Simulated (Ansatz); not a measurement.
Se: nudged elastic band (part 1 of 4)

- system: Se (defect cell, 23 atoms in the cell)
- method: DFT with LDA, PAW plane waves, no spin polarisation (Ansatz 0.2.0)

The structure derives from an entry of the Crystallography Open Database.

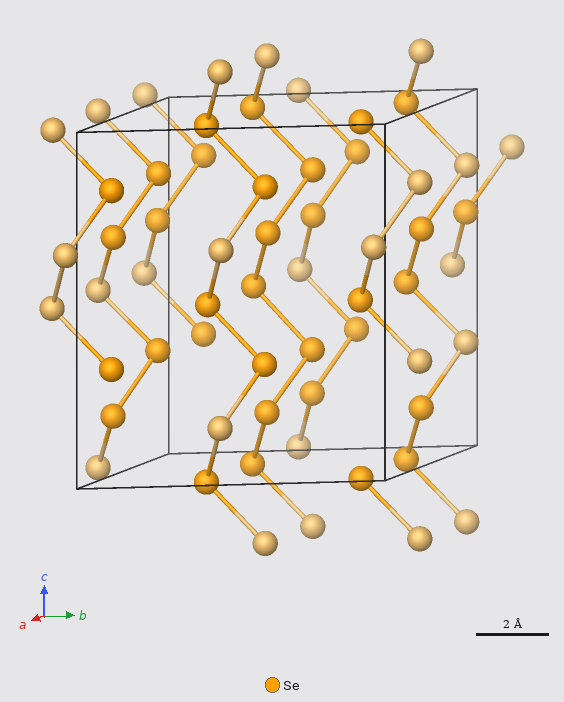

The input geometry (ball-and-stick view of the cell of the calculation, seen slightly off an axis; neighbours outside the cell are drawn fainter).

Input:
```yaml
crystal:
  lattice:
    - [8.81957045, 1.0e-08, 0.0]
    - [-4.40978523, 7.63797205, 0.0]
    - [0.0, 0.0, 10.00609794]
  atoms:
    - { symbol: Se, position: [0.00252093, 0.11309405, 0.3329032] }
    - { symbol: Se, position: [0.38896961, 0.39057459, 0.49998023] }
    - { symbol: Se, position: [0.10699553, -0.00475484, 0.66536247] }
    - { symbol: Se, position: [-0.00306565, 0.11190157, 0.83397677] }
    - { symbol: Se, position: [0.38350654, 0.38588819, 1.00020743] }
    - { symbol: Se, position: [0.11615875, 0.49953199, 0.16983108] }
    - { symbol: Se, position: [-0.00530466, 0.60731886, 0.3347139] }
    - { symbol: Se, position: [0.38665411, 0.88567447, 0.4994704] }
    - { symbol: Se, position: [0.11080079, 0.50086293, 0.66807207] }
    - { symbol: Se, position: [-0.0002631, 0.61110588, 0.83306366] }
    - { symbol: Se, position: [0.38751332, 0.88586027, 1.00224647] }
    - { symbol: Se, position: [0.60975896, 0.0007496, 0.16583391] }
    - { symbol: Se, position: [0.49637582, 0.11227173, 0.3357888] }
    - { symbol: Se, position: [0.88856009, 0.39123205, 0.49682197] }
    - { symbol: Se, position: [0.61277654, 0.00244355, 0.6675235] }
    - { symbol: Se, position: [0.49845533, 0.11517544, 0.83244954] }
    - { symbol: Se, position: [0.88671624, 0.38663017, 0.99925281] }
    - { symbol: Se, position: [0.61908583, 0.50317227, 0.16545705] }
    - { symbol: Se, position: [0.50585093, 0.61609903, 0.32768602] }
    - { symbol: Se, position: [0.88295478, 0.88478215, 0.4977613] }
    - { symbol: Se, position: [0.61406848, 0.50463416, 0.66803185] }
    - { symbol: Se, position: [0.49810869, 0.61571147, 0.83127066] }
    - { symbol: Se, position: [0.88933446, 0.88935623, 0.99808544] }
kpoints:
  mp_grid: { grid: [2, 2, 2] }
magnetization:
  spin_polarized: false
scf:
  occupations: { method: cold, width: 0.15 }
hamiltonian:
  pseudopotentials: { kind: paw }
  xc: lda
basis:
  ecutwfc: 420
neb:
  images: 3
  relax_end_points: true
  climbing: true
  f_tol: 0.1
  max_iterations: 40
  order_check: false
  final_atoms:
    - { symbol: Se, position: [0.00252093, 0.11309405, 0.3329032] }
    - { symbol: Se, position: [0.38896961, 0.39057459, 0.49998023] }
    - { symbol: Se, position: [0.10699553, -0.00475484, 0.66536247] }
    - { symbol: Se, position: [-0.00306565, 0.11190157, 0.83397677] }
    - { symbol: Se, position: [0.38350654, 0.38588819, 1.00020743] }
    - { symbol: Se, position: [0.11615875, 0.49953199, 0.16983108] }
    - { symbol: Se, position: [-0.00530466, 0.60731886, 0.3347139] }
    - { symbol: Se, position: [0.38665411, 0.88567447, 0.4994704] }
    - { symbol: Se, position: [0.11080079, 0.50086293, 0.66807207] }
    - { symbol: Se, position: [-0.0002631, 0.61110588, 0.83306366] }
    - { symbol: Se, position: [0.38751332, 0.88586027, 1.00224647] }
    - { symbol: Se, position: [0.60975896, 0.0007496, 0.16583391] }
    - { symbol: Se, position: [0.49637582, 0.11227173, 0.3357888] }
    - { symbol: Se, position: [0.88856009, 0.39123205, 0.49682197] }
    - { symbol: Se, position: [0.61277654, 0.00244355, 0.6675235] }
    - { symbol: Se, position: [0.49845533, 0.11517544, 0.83244954] }
    - { symbol: Se, position: [0.88671624, 0.38663017, 0.99925281] }
    - { symbol: Se, position: [0.61908583, 0.50317227, 0.16545705] }
    - { symbol: Se, position: [0.50585093, 0.61609903, 0.32768602] }
    - { symbol: Se, position: [0.88295478, 0.88478215, 0.4977613] }
    - { symbol: Se, position: [0.61406848, 0.50463416, 0.66803185] }
    - { symbol: Se, position: [0.49810869, 0.61571147, 0.83127066] }
    - { symbol: Se, position: [1.11583121, 1.00266657, 1.16620628] }
```

Command:
```bash
ansatz run input.yaml --threads 4 --pin off --max-ram 8192MiB --backend cpu --events-out ev --progress --plain --runs-dir out
```

What the program printed:
```
Warning: neb: disabling space-group detection — the band's intermediate images generally break the endpoint symmetry, so no spatial operation reduces the k-mesh or symmetrises the density, except that a semilocal band can use its path's symmetry ahead of convergence; time reversal is kept, so that k and −k are solved as one point where they differ and the mesh holds both, and exact exchange and, on two spinor components, a DFT+U term hold to it where the run has them: on two components no moment then forms, and a state that bears one, which a typed moment (crystal.atoms[].spin; refused beside efield: under a hybrid functional) reaches, can lie lower, under hf by electronvolts; crystal.symmetry.detect: false (a key that needs symmetry detection or time reversal refuses this as the deck is read) with time_reversal: false beside it drops time reversal too
Engine: ansatz 0.2.0, x86_64-unknown-linux-gnu
Pseudopotentials: kind: paw
Pseudopotential: Se, paw, valence charge 16, recommended cutoff 420 eV (normal), Se.paw.azcp
Functional definition: SPW92
  exchange = slater_x
  correlation = pw_c
parallel-image band execution: 3 concurrent image workers
NEB image 0
Crystal: 23 atoms, lattice volume = 674.047 Å³
Basis set: ecut = 420 eV, 13227 PW (Γ)
Bands: 221, of which v1, the nominal top of the filled ones, is band 184 counted from 1 (183 counted from 0)
Symmetry: 1 space group operations
k-points: 8
Non-local potential: Se, projectors of the file, l = 0: 2, l = 1: 2, l = 2: 3, l = 3: 1
PAW form: soft (Blöchl's): semilocal exchange-correlation on the pseudo side does not see the compensation charge
PAW frozen core: Se, regenerated for the run's functional, and the local potential with it (the file was generated under x = pbe(κ = 0.804, μ = 0.2195149727645171), c = pbe(β = 0.06672455060314922))
PAW one-centre angular grid: Se, 590 points (default); XC on 64 Gauss nodes
Initial density: superposition of atomic densities (neutral atoms: chi_scale 0, normalization atom), corrected by the library's trained network
Initial wavefunctions: pseudopotential atomic-orbital guess
Functional: x = slater, c = lda
SCF iter   1: F=—  HF=-123811.639641 eV  |F-HF|=—  |Δ(HF+E_count)|=         —  Δρ=5.02e-3  dr2=1.20e-1  ethr=1.77e-3  ⟨swp⟩=5.0  Hψ=6140  notcnv=0  defer=40
preconditioner: auto → LDOS  [metal: Δε(μ)=0.120 eV  Ē_g=9.957 eV  σ=0.150 eV  W_gap=0.43  n_scr=156 (ndim 8)  ℏωp=16.8 eV  f_vac=0.128  D(μ)=9.23/eV (n_scr^D=52)  β→1.0]
SCF iter   2: F=—  HF=-123811.618285 eV  |F-HF|=—  |Δ(HF+E_count)|=   2.14e-2  S|Δr|=    0.00e0  Δρ=1.48e-3  dr2=3.04e-2  ethr=3.27e-5  ⟨swp⟩=2.0  Hψ=2561  notcnv=0  defer=47
SCF iter   3: F=—  HF=-123811.612356 eV  |F-HF|=—  |Δ(HF+E_count)|=   5.93e-3  S|Δr|=    0.00e0  Δρ=8.07e-4  dr2=1.07e-2  ethr=8.25e-6  ⟨swp⟩=2.0  Hψ=2849  notcnv=0  defer=47
SCF iter   4: F=—  HF=-123811.609840 eV  |F-HF|=—  |Δ(HF+E_count)|=   2.52e-3  S|Δr|=    0.00e0  Δρ=3.06e-4  dr2=1.52e-3  ethr=2.91e-6  ⟨swp⟩=2.0  Hψ=2646  notcnv=0  defer=47
SCF iter   5: F=—  HF=-123811.609622 eV  |F-HF|=—  |Δ(HF+E_count)|=   2.18e-4  S|Δr|=    0.00e0  Δρ=1.72e-4  dr2=6.70e-4  ethr=4.14e-7  ⟨swp⟩=2.0  Hψ=2049  notcnv=0  defer=47
SCF iter   6: F=—  HF=-123811.609487 eV  |F-HF|=—  |Δ(HF+E_count)|=   1.34e-4  S|Δr|=    0.00e0  Δρ=4.87e-5  dr2=3.87e-5  ethr=1.82e-7  ⟨swp⟩=2.0  Hψ=1985  notcnv=0  defer=47
SCF iter   7: F=—  HF=-123811.609708 eV  |F-HF|=—  |Δ(HF+E_count)|=   2.21e-4  S|Δr|=    0.00e0  Δρ=2.21e-5  dr2=9.21e-6  ethr=1.05e-8  ⟨swp⟩=2.0  Hψ=2137  notcnv=0  defer=41
SCF iter   8: F=—  HF=-123811.609707 eV  |F-HF|=—  |Δ(HF+E_count)|=   1.59e-6  S|Δr|=    0.00e0  Δρ=1.01e-5  dr2=1.74e-6  ethr=2.50e-9  ⟨swp⟩=2.0  Hψ=1988  notcnv=0  defer=41
SCF iter   9: F=—  HF=-123811.609707 eV  |F-HF|=—  |Δ(HF+E_count)|=   1.99e-7  S|Δr|=    0.00e0  Δρ=5.37e-6  dr2=5.14e-7  ethr=4.72e-10  ⟨swp⟩=2.0  Hψ=1893  notcnv=0  defer=41
SCF iter  10: F=—  HF=-123811.609707 eV  |F-HF|=—  |Δ(HF+E_count)|=   5.28e-8  S|Δr|=    0.00e0  Δρ=3.10e-6  dr2=1.85e-7  ethr=1.40e-10  ⟨swp⟩=2.0  Hψ=1963  notcnv=0  defer=41
SCF iter  11: F=-123811.609706 eV  HF=-123811.609706 eV  |F-HF|=3.25e-8  |Δ(HF+E_count)|=   2.60e-8  S|Δr|=    0.00e0  Δρ=1.41e-6  dr2=3.75e-8  ethr=2.72e-11  ⟨swp⟩=3.1  Hψ=4811  notcnv=0
SCF 1 converged in 11 iterations: F = -123811.609706 eV  dr2 = 3.75e-8
  greatest PAW one-centre occupation: 1.000 electrons in one spin orbital (limit 2), on the Se atom at site 13 (counted from 0), in its partial waves of l = 2
NSCF: frozen V_eff on 8 k-points
NEB image 4
SCF iter   1: F=—  HF=-123811.650417 eV  |F-HF|=—  |Δ(HF+E_count)|=         —  Δρ=5.02e-3  dr2=1.17e-1  ethr=1.77e-3  ⟨swp⟩=5.0  Hψ=6138  notcnv=0  defer=41
preconditioner: auto → LDOS  [metal: Δε(μ)=0.127 eV  Ē_g=9.954 eV  σ=0.150 eV  W_gap=0.43  n_scr=156 (ndim 8)  ℏωp=16.8 eV  f_vac=0.128  D(μ)=8.90/eV (n_scr^D=40)  β→1.0]
SCF iter   2: F=—  HF=-123811.629482 eV  |F-HF|=—  |Δ(HF+E_count)|=   2.09e-2  S|Δr|=    0.00e0  Δρ=1.47e-3  dr2=2.98e-2  ethr=3.19e-5  ⟨swp⟩=2.0  Hψ=2558  notcnv=0  defer=47
SCF iter   3: F=—  HF=-123811.623520 eV  |F-HF|=—  |Δ(HF+E_count)|=   5.96e-3  S|Δr|=    0.00e0  Δρ=7.79e-4  dr2=9.81e-3  ethr=8.10e-6  ⟨swp⟩=2.0  Hψ=2293  notcnv=0  defer=47
SCF iter   4: F=—  HF=-123811.621168 eV  |F-HF|=—  |Δ(HF+E_count)|=   2.35e-3  S|Δr|=    0.00e0  Δρ=2.79e-4  dr2=1.20e-3  ethr=2.66e-6  ⟨swp⟩=2.0  Hψ=2025  notcnv=0  defer=47
SCF iter   5: F=—  HF=-123811.620986 eV  |F-HF|=—  |Δ(HF+E_count)|=   1.82e-4  S|Δr|=    0.00e0  Δρ=1.54e-4  dr2=4.83e-4  ethr=3.27e-7  ⟨swp⟩=2.0  Hψ=2642  notcnv=0  defer=47
SCF iter   6: F=—  HF=-123811.620886 eV  |F-HF|=—  |Δ(HF+E_count)|=   9.98e-5  S|Δr|=    0.00e0  Δρ=4.22e-5  dr2=2.96e-5  ethr=1.31e-7  ⟨swp⟩=2.0  Hψ=1996  notcnv=0  defer=47
SCF iter   7: F=—  HF=-123811.621113 eV  |F-HF|=—  |Δ(HF+E_count)|=   2.27e-4  S|Δr|=    0.00e0  Δρ=1.97e-5  dr2=7.92e-6  ethr=8.05e-9  ⟨swp⟩=2.0  Hψ=2137  notcnv=0  defer=42
SCF iter   8: F=—  HF=-123811.621112 eV  |F-HF|=—  |Δ(HF+E_count)|=   1.30e-6  S|Δr|=    0.00e0  Δρ=8.76e-6  dr2=1.32e-6  ethr=2.15e-9  ⟨swp⟩=2.0  Hψ=1979  notcnv=0  defer=42
SCF iter   9: F=—  HF=-123811.621112 eV  |F-HF|=—  |Δ(HF+E_count)|=   1.50e-7  S|Δr|=    0.00e0  Δρ=4.68e-6  dr2=3.87e-7  ethr=3.58e-10  ⟨swp⟩=2.0  Hψ=1902  notcnv=0  defer=42
SCF iter  10: F=—  HF=-123811.621112 eV  |F-HF|=—  |Δ(HF+E_count)|=   3.82e-8  S|Δr|=    0.00e0  Δρ=2.60e-6  dr2=1.24e-7  ethr=1.05e-10  ⟨swp⟩=2.0  Hψ=1936  notcnv=0  defer=42
SCF iter  11: F=-123811.621112 eV  HF=-123811.621112 eV  |F-HF|=2.27e-8  |Δ(HF+E_count)|=   1.68e-8  S|Δr|=    0.00e0  Δρ=1.12e-6  dr2=2.58e-8  ethr=2.72e-11  ⟨swp⟩=3.1  Hψ=4804  notcnv=0
SCF 2 converged in 11 iterations: F = -123811.621112 eV  dr2 = 2.58e-8
[... from here on the iterations of each SCF are left out, up to the last one ...]
NSCF: frozen V_eff on 8 k-points
NEB end point (image 0): max|allowed force component| = 8.803e-1 eV/Å (the criterion of neb.relax_end_points is 2.000e-2)
NEB end point (image 4): max|allowed force component| = 7.224e-1 eV/Å (the criterion of neb.relax_end_points is 2.000e-2)
NEB image 0, for its relaxation
Initial density: handed on by an earlier stage of this run
Initial wavefunctions: those handed on with the density
preconditioner: auto → LDOS  [metal: Δε(μ)=0.099 eV  Ē_g=9.952 eV  σ=0.150 eV  W_gap=0.36  n_scr=156 (ndim 8)  ℏωp=16.8 eV  f_vac=0.115  D(μ)=9.62/eV (n_scr^D=52)  β→1.0]
SCF 3 converged in 2 iterations: F = -123811.609706 eV  dr2 = 1.66e-8
NEB image 0, for its relaxation
preconditioner: auto → LDOS  [metal: Δε(μ)=0.119 eV  Ē_g=10.005 eV  σ=0.150 eV  W_gap=0.40  n_scr=156 (ndim 8)  ℏωp=16.8 eV  f_vac=0.120  D(μ)=7.94/eV (n_scr^D=28)  β→1.0]
SCF 4 converged in 10 iterations: F = -123811.905391 eV  dr2 = 5.40e-8
NEB image 0, for its relaxation
preconditioner: auto → LDOS  [metal: Δε(μ)=0.079 eV  Ē_g=10.035 eV  σ=0.150 eV  W_gap=0.27  n_scr=156 (ndim 8)  ℏωp=16.8 eV  f_vac=0.127  D(μ)=8.29/eV (n_scr^D=28)  β→1.0]
SCF 5 converged in 11 iterations: F = -123811.943727 eV  dr2 = 1.60e-8
NEB image 0, for its relaxation
preconditioner: auto → LDOS  [metal: Δε(μ)=0.081 eV  Ē_g=10.027 eV  σ=0.150 eV  W_gap=0.29  n_scr=156 (ndim 8)  ℏωp=16.8 eV  f_vac=0.127  D(μ)=8.43/eV (n_scr^D=40)  β→1.0]
SCF 6 converged in 9 iterations: F = -123811.961881 eV  dr2 = 6.64e-8
NEB image 0, for its relaxation
preconditioner: auto → LDOS  [metal: Δε(μ)=0.061 eV  Ē_g=10.039 eV  σ=0.150 eV  W_gap=0.26  n_scr=156 (ndim 8)  ℏωp=16.8 eV  f_vac=0.135  D(μ)=4.95/eV (n_scr^D=20)  β→1.0]
SCF 7 converged in 10 iterations: F = -123811.969845 eV  dr2 = 8.44e-8
NEB image 0, for its relaxation
preconditioner: auto → LDOS  [metal: Δε(μ)=0.027 eV  Ē_g=10.029 eV  σ=0.150 eV  W_gap=0.13  n_scr=156 (ndim 8)  ℏωp=16.8 eV  f_vac=0.134  D(μ)=7.58/eV (n_scr^D=28)  β→1.0]
SCF 8 converged in 9 iterations: F = -123811.989842 eV  dr2 = 2.83e-8
NEB image 0, for its relaxation
preconditioner: auto → LDOS  [metal: Δε(μ)=0.102 eV  Ē_g=10.028 eV  σ=0.150 eV  W_gap=0.49  n_scr=156 (ndim 8)  ℏωp=16.8 eV  f_vac=0.138  D(μ)=3.95/eV (n_scr^D=8)  β→1.0]
SCF 9 converged in 8 iterations: F = -123811.999880 eV  dr2 = 7.38e-8
NEB image 0, for its relaxation
preconditioner: auto → LDOS  [insulator: Δε(μ)=0.109 eV  Ē_g=10.029 eV  σ=0.150 eV  W_gap=0.52  n_scr=156 (ndim 8)  ℏωp=16.8 eV  f_vac=0.139  D(μ)=4.41/eV (n_scr^D=20)  ε∞_Penn≈3.8  β→1.0]
SCF 10 converged in 8 iterations: F = -123812.007083 eV  dr2 = 1.56e-8
NEB image 0, for its relaxation
preconditioner: auto → LDOS  [insulator: Δε(μ)=0.116 eV  Ē_g=10.027 eV  σ=0.150 eV  W_gap=0.54  n_scr=156 (ndim 8)  ℏωp=16.8 eV  f_vac=0.138  D(μ)=4.31/eV (n_scr^D=20)  ε∞_Penn≈3.8  β→1.0]
SCF 11 converged in 8 iterations: F = -123812.009369 eV  dr2 = 1.32e-8
NEB image 0, for its relaxation
preconditioner: auto → LDOS  [insulator: Δε(μ)=0.119 eV  Ē_g=10.030 eV  σ=0.150 eV  W_gap=0.55  n_scr=156 (ndim 8)  ℏωp=16.8 eV  f_vac=0.140  D(μ)=3.91/eV (n_scr^D=8)  ε∞_Penn≈3.8  β→1.0]
SCF 12 converged in 7 iterations: F = -123812.010720 eV  dr2 = 3.22e-8
NEB image 0, for its relaxation
preconditioner: auto → LDOS  [insulator: Δε(μ)=0.119 eV  Ē_g=10.031 eV  σ=0.150 eV  W_gap=0.55  n_scr=156 (ndim 8)  ℏωp=16.8 eV  f_vac=0.140  D(μ)=4.08/eV (n_scr^D=20)  ε∞_Penn≈3.8  β→1.0]
SCF 13 converged in 6 iterations: F = -123812.011685 eV  dr2 = 1.61e-8
NEB image 0
preconditioner: auto → LDOS  [insulator: Δε(μ)=0.119 eV  Ē_g=10.029 eV  σ=0.150 eV  W_gap=0.55  n_scr=156 (ndim 8)  ℏωp=16.8 eV  f_vac=0.140  D(μ)=4.18/eV (n_scr^D=20)  ε∞_Penn≈3.8  β→1.0]
SCF 14 converged in 2 iterations: F = -123812.011685 eV  dr2 = 3.24e-8
NSCF: frozen V_eff on 8 k-points
NEB end point (image 0): relaxed in 88 SCF iterations, 0.401978 eV lower, largest move of an atom 0.554 Å; not tested for a saddle point
NEB image 4, for its relaxation
preconditioner: auto → LDOS  [metal: Δε(μ)=0.130 eV  Ē_g=9.948 eV  σ=0.150 eV  W_gap=0.47  n_scr=156 (ndim 8)  ℏωp=16.8 eV  f_vac=0.115  D(μ)=9.26/eV (n_scr^D=52)  β→1.0]
SCF 15 converged in 2 iterations: F = -123811.621112 eV  dr2 = 1.09e-8
NEB image 4, for its relaxation
preconditioner: auto → LDOS  [metal: Δε(μ)=0.119 eV  Ē_g=10.008 eV  σ=0.150 eV  W_gap=0.40  n_scr=156 (ndim 8)  ℏωp=16.8 eV  f_vac=0.121  D(μ)=7.80/eV (n_scr^D=28)  β→1.0]
SCF 16 converged in 10 iterations: F = -123811.918766 eV  dr2 = 6.90e-8
NEB image 4, for its relaxation
preconditioner: auto → LDOS  [metal: Δε(μ)=0.048 eV  Ē_g=10.034 eV  σ=0.150 eV  W_gap=0.23  n_scr=156 (ndim 8)  ℏωp=16.8 eV  f_vac=0.128  D(μ)=8.73/eV (n_scr^D=40)  β→1.0]
SCF 17 converged in 11 iterations: F = -123811.933762 eV  dr2 = 1.47e-8
NEB image 4, for its relaxation
preconditioner: auto → LDOS  [metal: Δε(μ)=0.075 eV  Ē_g=10.023 eV  σ=0.150 eV  W_gap=0.27  n_scr=156 (ndim 8)  ℏωp=16.8 eV  f_vac=0.128  D(μ)=8.82/eV (n_scr^D=40)  β→1.0]
SCF 18 converged in 8 iterations: F = -123811.960384 eV  dr2 = 7.61e-8
NEB image 4, for its relaxation
preconditioner: auto → LDOS  [metal: Δε(μ)=0.076 eV  Ē_g=10.036 eV  σ=0.150 eV  W_gap=0.29  n_scr=156 (ndim 8)  ℏωp=16.8 eV  f_vac=0.132  D(μ)=9.12/eV (n_scr^D=52)  β→1.0]
SCF 19 converged in 10 iterations: F = -123811.919871 eV  dr2 = 3.52e-8
NEB image 4, for its relaxation
preconditioner: auto → LDOS  [metal: Δε(μ)=0.080 eV  Ē_g=10.026 eV  σ=0.150 eV  W_gap=0.30  n_scr=156 (ndim 8)  ℏωp=16.8 eV  f_vac=0.130  D(μ)=8.76/eV (n_scr^D=40)  β→1.0]
SCF 20 converged in 9 iterations: F = -123811.978437 eV  dr2 = 5.49e-8
NEB image 4, for its relaxation
preconditioner: auto → LDOS  [metal: Δε(μ)=0.037 eV  Ē_g=10.025 eV  σ=0.150 eV  W_gap=0.18  n_scr=156 (ndim 8)  ℏωp=16.8 eV  f_vac=0.130  D(μ)=8.42/eV (n_scr^D=40)  β→1.0]
SCF 21 converged in 8 iterations: F = -123811.980119 eV  dr2 = 2.59e-8
NEB image 4, for its relaxation
preconditioner: auto → LDOS  [metal: Δε(μ)=0.009 eV  Ē_g=10.028 eV  σ=0.150 eV  W_gap=0.04  n_scr=156 (ndim 8)  ℏωp=16.8 eV  f_vac=0.134  D(μ)=6.47/eV (n_scr^D=22)  β→1.0]
SCF 22 converged in 8 iterations: F = -123811.973731 eV  dr2 = 8.96e-8
NEB image 4, for its relaxation
preconditioner: auto → LDOS  [metal: Δε(μ)=0.041 eV  Ē_g=10.024 eV  σ=0.150 eV  W_gap=0.19  n_scr=156 (ndim 8)  ℏωp=16.8 eV  f_vac=0.132  D(μ)=7.65/eV (n_scr^D=28)  β→1.0]
SCF 23 converged in 8 iterations: F = -123811.985315 eV  dr2 = 5.40e-8
NEB image 4, for its relaxation
preconditioner: auto → LDOS  [metal: Δε(μ)=0.017 eV  Ē_g=10.023 eV  σ=0.150 eV  W_gap=0.08  n_scr=156 (ndim 8)  ℏωp=16.8 eV  f_vac=0.133  D(μ)=6.29/eV (n_scr^D=22)  β→1.0]
SCF 24 converged in 8 iterations: F = -123811.989203 eV  dr2 = 2.63e-8
NEB image 4, for its relaxation
preconditioner: auto → LDOS  [metal: Δε(μ)=0.079 eV  Ē_g=10.023 eV  σ=0.150 eV  W_gap=0.38  n_scr=156 (ndim 8)  ℏωp=16.8 eV  f_vac=0.135  D(μ)=4.74/eV (n_scr^D=20)  β→1.0]
SCF 25 converged in 8 iterations: F = -123811.995207 eV  dr2 = 6.13e-8
NEB image 4, for its relaxation
preconditioner: auto → LDOS  [metal: Δε(μ)=0.083 eV  Ē_g=10.028 eV  σ=0.150 eV  W_gap=0.32  n_scr=156 (ndim 8)  ℏωp=16.8 eV  f_vac=0.140  D(μ)=3.03/eV (n_scr^D=8)  β→1.0]
SCF 26 converged in 8 iterations: F = -123811.999305 eV  dr2 = 2.71e-8
NEB image 4, for its relaxation
preconditioner: auto → LDOS  [metal: Δε(μ)=0.099 eV  Ē_g=10.025 eV  σ=0.150 eV  W_gap=0.47  n_scr=156 (ndim 8)  ℏωp=16.8 eV  f_vac=0.139  D(μ)=4.14/eV (n_scr^D=20)  β→1.0]
SCF 27 converged in 7 iterations: F = -123812.005596 eV  dr2 = 9.51e-8
NEB image 4, for its relaxation
preconditioner: auto → LDOS  [insulator: Δε(μ)=0.115 eV  Ē_g=10.027 eV  σ=0.150 eV  W_gap=0.53  n_scr=156 (ndim 8)  ℏωp=16.8 eV  f_vac=0.139  D(μ)=3.98/eV (n_scr^D=8)  ε∞_Penn≈3.8  β→1.0]
SCF 28 converged in 8 iterations: F = -123812.009964 eV  dr2 = 2.35e-8
```
